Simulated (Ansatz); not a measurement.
# Two runs on BN

System: BN (P6₃mc, 4 atoms in the cell).
Method of run A: DFT PBE, scalar-relativistic, plane waves, PAW, no spin polarisation (Ansatz 0.2.0).

The structure derives from a Materials Project entry. Text and figures count atoms from 1; the logs count them from 0 in places.

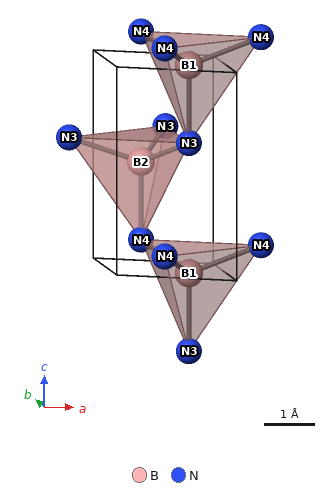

Figure 1. The starting structure (polyhedral view of the cell of the calculation, seen slightly off an axis; polyhedra are completed across the faces of the cell; atoms are numbered from 1 in the order of the input).

**The input, run A**
```yaml
crystal:
  lattice:
    - [2.5433023928, 0.0, 0.0]
    - [-1.2716511964, 2.2025644816, 0.0]
    - [0.0, 0.0, 4.2063340361]
  atoms:
    - { symbol: B, position: [0.6666666667, 0.3333333333, 0.9997602446] }
    - { symbol: B, position: [0.3333333333, 0.6666666667, 0.4997602446] }
    - { symbol: "N", position: [0.6666666667, 0.3333333333, 0.6252397554] }
    - { symbol: "N", position: [0.3333333333, 0.6666666667, 0.1252397554] }
basis:
  ecutwfc: 420
kpoints:
  mp_grid: { grid: [12, 12, 6] }
hamiltonian:
  xc: pbe
scf:
  occupations: { method: fixed }
output:
  forces: true
  stress: true
  eigenvalues: true
relax:
  adjacent_minimum: "off"
  f_tol: 0.001
  max_steps: 60
  cell: { stress_tol: 0.02, p_target: 11.0 }
```

Command:
```bash
ansatz run input.yaml --threads 1 --pin off --max-ram 3072MiB --backend cpu --events-out ev --progress --plain --runs-dir out
```

Hardware: 1 thread of AMD EPYC (Zen 3), 32 GiB of memory available, shared host.

**Output, shortened to warnings, some set-up lines, iterations and results (run A)**
```
Basis set: ecut = 420 eV, 465 PW (Γ), exchange–correlation on 36×36×60 points (8 copies of the dense FFT grid, shifted against one another)
Symmetry: 12 space group operations
k-points: 76 of 864 (time reversal used)
Initial density: superposition of atomic densities (neutral atoms: chi_scale 0, normalization atom), corrected by the library's trained network
[...]
SCF iter   1: F=—  HF=-1084.477675 eV  |F-HF|=—  |Δ(HF+E_count)|=         —  Δρ=2.87e-3  dr2=1.00e-3  ethr=1.77e-3  ⟨swp⟩=4.6  Hψ=4303  notcnv=0  defer=114
SCF iter   2: F=—  HF=-1084.477869 eV  |F-HF|=—  |Δ(HF+E_count)|=   1.94e-4  Δρ=1.02e-3  dr2=1.20e-4  ethr=6.25e-6  ⟨swp⟩=2.3  Hψ=2231  notcnv=0  defer=149
SCF iter   3: F=—  HF=-1084.477983 eV  |F-HF|=—  |Δ(HF+E_count)|=   1.14e-4  Δρ=4.99e-4  dr2=1.75e-5  ethr=7.50e-7  ⟨swp⟩=2.9  Hψ=1633  notcnv=0  defer=78
SCF iter   4: F=—  HF=-1084.478034 eV  |F-HF|=—  |Δ(HF+E_count)|=   5.18e-5  Δρ=1.14e-4  dr2=9.65e-7  ethr=1.09e-7  ⟨swp⟩=2.4  Hψ=1504  notcnv=0  defer=8
SCF iter   5: F=-1084.478038 eV  HF=-1084.478038 eV  |F-HF|=4.89e-8  |Δ(HF+E_count)|=   3.20e-6  Δρ=1.42e-5  dr2=1.45e-8  ethr=6.03e-9  ⟨swp⟩=2.1  Hψ=1501  notcnv=0  defer=30
[... 38 lines ...]
SCF iter   3: F=—  HF=-1084.460666 eV  |F-HF|=—  |Δ(HF+E_count)|=   1.13e-9  Δρ=2.47e-6  dr2=1.24e-9  ethr=3.42e-11  ⟨swp⟩=2.4  Hψ=1504  notcnv=0  defer=45
SCF iter   4: F=—  HF=-1084.460666 eV  |F-HF|=—  |Δ(HF+E_count)|=  2.33e-10  Δρ=3.89e-7  dr2=1.27e-11  ethr=7.73e-12  ⟨swp⟩=2.1  Hψ=1458  notcnv=0  defer=45
SCF iter   5: F=-1084.460666 eV  HF=-1084.460666 eV  |F-HF|=6.82e-13  |Δ(HF+E_count)|=  1.18e-11  Δρ=8.66e-8  dr2=6.30e-13  ethr=1.00e-12  ⟨swp⟩=7.3  Hψ=4944  notcnv=0
SCF 8 converged in 5 iterations: F = -1084.460666 eV  dr2 = 6.30e-13
relax step   8: F+E_penalty+E_count = -1084.46066594 eV  Δ(F+E_penalty+E_count) = +4.641e-5 eV  max|allowed force component| = 2.181e-6 eV/Å  Δτ_max = 0.0000 Å  P = +10.994 …
basis re-selected at this cell: Δ(F+E_penalty+E_count) = +4.641e-5 eV, ΔP = -0.001 GPa vs the last step (what re-selecting the basis moved, of the pressure what is left beyond the Pulay correction that the steps carried, after the strain that the cell walked since its last selection, with what the …
SCF converged after 5 iterations
Free energy (F): -1084.460666 eV
Harris-Foulkes:  -1084.460666 eV  (|F-HF|=6.82e-13)
Internal energy: -1084.460666 eV  (E = F + TS)
E sigma→0 (E₀):  -1084.460666 eV
Fermi energy:    11.629300 eV
--- Per-component energies (eV) ---
  E_band       = 56.044592
  E_kinetic    = 373.504218
  E_local      = -349.030722  (includes V_loc(G=0)·N_el)
  E_nonlocal   = 113.531556
  E_hartree    = 98.198387
  E_xc         = -187.475583
  E_vxc        = -233.227535  (∫ρ·V_xc dr)
  E_paw        = -413.121080  (= ΣΔE_a)
  E_vpaw       = -45.129904  (= ΣTr[D̂ρ^β])
  E_aug_tail   = 0.000204  (compensation charges beyond the density's cutoff)
  E_ewald      = -720.067646
  E_smearing   = -0.000000  (= −TS)
  E_closure    = -0.000000  (closes the sum)
  Σ components = -1084.460666   (vs F -1084.460666, Δ=0.00e0)
--- Forces (eV/Å), atoms counted from 1 ---
  atom   1  B     -0.00000000     0.00000000    -0.00000216
  atom   2  B     -0.00000000     0.00000000    -0.00000216
  atom   3  N      0.00000000     0.00000000     0.00000220
  atom   4  N     -0.00000000    -0.00000000     0.00000220
  max |Σ_I F_I| component: 9.16e-8 eV/Å
--- Stress (GPa, compression-positive) ---
       10.994771      -0.000000      -0.000000
       -0.000000      10.994771       0.000000
       -0.000000       0.000000      10.993345
  P = ⅓ Tr σ = 10.9943 GPa (109.943 kbar)
--- Relaxed structure (6 steps of the walk, 6 accepted, 2 SCFs on fresh bases) ---
  F+E_penalty+E_count = -1084.46066594 eV   max|allowed force component| = 2.181e-6 eV/Å   (the final SCF, on the basis selected at the relaxed cell)
  cell:  # Å, volume = 23.2126 Å³
    - [2.530547649737702, 0.0, 0.0]
    - [-1.265273824868851, 2.1915185501598557, 6.473468583734302e-35]
    - [0.0, -1.295136542995132e-34, 4.185653749441091]
  atoms:
    - { symbol: B, position: [0.6666666666666667, 0.33333333333333337, 0.9997017211937055] }
    - { symbol: B, position: [0.33333333333333337, 0.6666666666666667, 0.49970172119370576] }
[...]
```

The input of run B differs as follows (lines with − go, lines with + come):
```diff
+  convergence: { dr2_threshold: 1.0e-05 }
+  eigensolver: { kind: davidson }
+  mixing: { preconditioner: kerker }
```

Predict how the results change.

Both reach the same energy, so the change doesn't alter the result. The SCF takes 24 iterations over all geometry steps against 32.

**Output, shortened to warnings, some set-up lines, iterations and results (run B)**
```
Warning: scf.convergence.dr2_threshold = 1e-5 eV is looser than this run's default, which is 1e-7 eV or tighter. The error in the forces grows as the threshold's square root, so leave the key out unless less accurate forces are enough
Warning: relax.cell: scf.convergence.dr2_threshold = 1e-5 eV is looser than the 6.4e-11 eV advised for a relaxation that steers and ends on the stress (1e-10 eV for each atom of the cell: 4, times the square of relax.cell.stress_tol = 0.02 GPa over its default 0.05). What an SCF threshold leaves in a stress goes as its square root, and in the free energy as the threshold itself, and one threshold …
Basis set: ecut = 420 eV, 465 PW (Γ), exchange–correlation on 36×36×60 points (8 copies of the dense FFT grid, shifted against one another)
Symmetry: 12 space group operations
k-points: 76 of 864 (time reversal used)
Initial density: superposition of atomic densities (neutral atoms: chi_scale 0, normalization atom), corrected by the library's trained network
[...]
SCF iter   1: F=—  HF=-1084.477645 eV  |F-HF|=—  |Δ(HF+E_count)|=         —  Δρ=2.93e-3  dr2=1.05e-3  ethr=1.77e-3  ⟨swp⟩=6.0  Hψ=4651  notcnv=0
SCF iter   2: F=—  HF=-1084.477848 eV  |F-HF|=—  |Δ(HF+E_count)|=   2.03e-4  Δρ=1.18e-3  dr2=1.40e-4  ethr=6.56e-6  ⟨swp⟩=3.7  Hψ=2710  notcnv=0
SCF iter   3: F=—  HF=-1084.478007 eV  |F-HF|=—  |Δ(HF+E_count)|=   1.59e-4  Δρ=4.37e-4  dr2=2.63e-5  ethr=8.75e-7  ⟨swp⟩=3.0  Hψ=2399  notcnv=0
SCF iter   4: F=-1084.478038 eV  HF=-1084.478037 eV  |F-HF|=6.47e-7  |Δ(HF+E_count)|=   3.00e-5  Δρ=6.55e-5  dr2=6.37e-7  ethr=3.93e-9  ⟨swp⟩=2.8  Hψ=5169  notcnv=0  defer=2
SCF iter   5: F=-1084.478038 eV  HF=-1084.478038 eV  |F-HF|=1.26e-8  |Δ(HF+E_count)|=   7.14e-7  Δρ=9.80e-6  dr2=1.40e-8  ethr=3.93e-9  ⟨swp⟩=3.1  Hψ=2600  notcnv=0
[... 30 lines ...]
relax step   7: F+E_penalty+E_count = -1084.46071599 eV  Δ(F+E_penalty+E_count) = +5.203e-4 eV  max|allowed force component| = 4.087e-5 eV/Å  Δτ_max = 0.0000 Å  P = +10.993 …
SCF iter   1: F=—  HF=-1084.460671 eV  |F-HF|=—  |Δ(HF+E_count)|=         —  Δρ=5.93e-5  dr2=5.35e-7  ethr=1.47e-7  ⟨swp⟩=6.8  Hψ=8406  notcnv=0
SCF iter   2: F=-1084.460670 eV  HF=-1084.460670 eV  |F-HF|=2.54e-8  |Δ(HF+E_count)|=   9.34e-7  Δρ=3.70e-5  dr2=2.20e-7  ethr=3.34e-9  ⟨swp⟩=2.7  Hψ=2246  notcnv=0
SCF 8 converged in 2 iterations: F = -1084.460670 eV  dr2 = 2.20e-7
relax step   8: F+E_penalty+E_count = -1084.46066962 eV  Δ(F+E_penalty+E_count) = +4.637e-5 eV  max|allowed force component| = 1.478e-5 eV/Å  Δτ_max = 0.0000 Å  P = +10.992 …
basis re-selected at this cell: Δ(F+E_penalty+E_count) = +4.637e-5 eV, ΔP = -0.001 GPa vs the last step (what re-selecting the basis moved, of the pressure what is left beyond the Pulay correction that the steps carried, after the strain that the cell walked since its last selection, with what the …
SCF converged after 2 iterations
Free energy (F): -1084.460670 eV
Harris-Foulkes:  -1084.460670 eV  (|F-HF|=2.54e-8)
Internal energy: -1084.460670 eV  (E = F + TS)
E sigma→0 (E₀):  -1084.460670 eV
Fermi energy:    11.628919 eV
--- Per-component energies (eV) ---
  E_band       = 56.039544
  E_kinetic    = 373.505094
  E_local      = -349.034070  (includes V_loc(G=0)·N_el)
  E_nonlocal   = 113.532447
  E_hartree    = 98.199691
  E_xc         = -187.475666
  E_vxc        = -233.227613  (∫ρ·V_xc dr)
  E_paw        = -413.121351  (= ΣΔE_a)
  E_vpaw       = -45.130203  (= ΣTr[D̂ρ^β])
  E_aug_tail   = 0.000204  (compensation charges beyond the density's cutoff)
  E_ewald      = -720.067019
  E_smearing   = -0.000000  (= −TS)
  E_closure    = -0.000000  (closes the sum)
  Σ components = -1084.460670   (vs F -1084.460670, Δ=0.00e0)
--- Forces (eV/Å), atoms counted from 1 ---
  atom   1  B      0.00000000     0.00000000     0.00002086
  atom   2  B     -0.00000000    -0.00000000     0.00002086
  atom   3  N     -0.00000000    -0.00000000    -0.00000871
  atom   4  N      0.00000000     0.00000000    -0.00000871
  max |Σ_I F_I| component: 2.43e-5 eV/Å
--- Stress (GPa, compression-positive) ---
       10.991959       0.000000       0.000000
        0.000000      10.991959      -0.000000
        0.000000      -0.000000      10.992253
  P = ⅓ Tr σ = 10.9921 GPa (109.921 kbar)
--- Relaxed structure (6 steps of the walk, 6 accepted, 2 SCFs on fresh bases) ---
  F+E_penalty+E_count = -1084.46066962 eV   max|allowed force component| = 1.478e-5 eV/Å   (the final SCF, on the basis selected at the relaxed cell)
  cell:  # Å, volume = 23.2126 Å³
    - [2.5305514370848243, 0.0, 1.42379383977508e-35]
    - [-1.2652757185424122, 2.1915218300986763, -5.64406345987558e-35]
    - [4.709587429073207e-35, -4.709587429073207e-35, 4.185651970653732]
  atoms:
    - { symbol: B, position: [0.6666666666666667, 0.33333333333333337, 0.999701800802523] }
    - { symbol: B, position: [0.33333333333333337, 0.6666666666666667, 0.49970180080252313] }
[...]
```

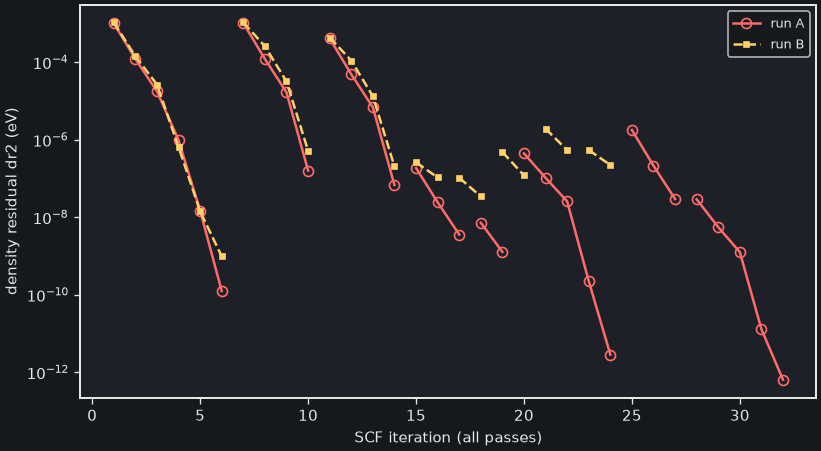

Figure 2. Convergence of the two runs: density residual dr2 against the SCF iteration. A break in a curve parts two SCF passes. Run A takes 32 iterations in all, and run B takes 24.

**The two runs side by side**

| quantity | run A | run B |
| --- | --- | --- |
| outcome | converged | converged |
| free energy per atom (eV) | −271.1152 | −271.1152 |
| gap on the mesh (eV) | 5.17 | 5.17 |
| pressure (GPa) | 10.99 | 10.99 |
| largest force (eV/Å) | 0.000 | 0.000 |
| SCF iterations | 32 | 24 |
| irreducible k-points | 76 | 76 |
| wall time (shared host) | 15 s | 12 s |

For run A: The cell was relaxed to the target pressure of the input; what is minimised is then the enthalpy E + pV. For run B: These settings are looser than, or depart from, a standard set-up, so the numbers are not reference values for this system. Warnings: the SCF threshold is loose for the printed forces; the SCF threshold is looser than advised for the printed stress.
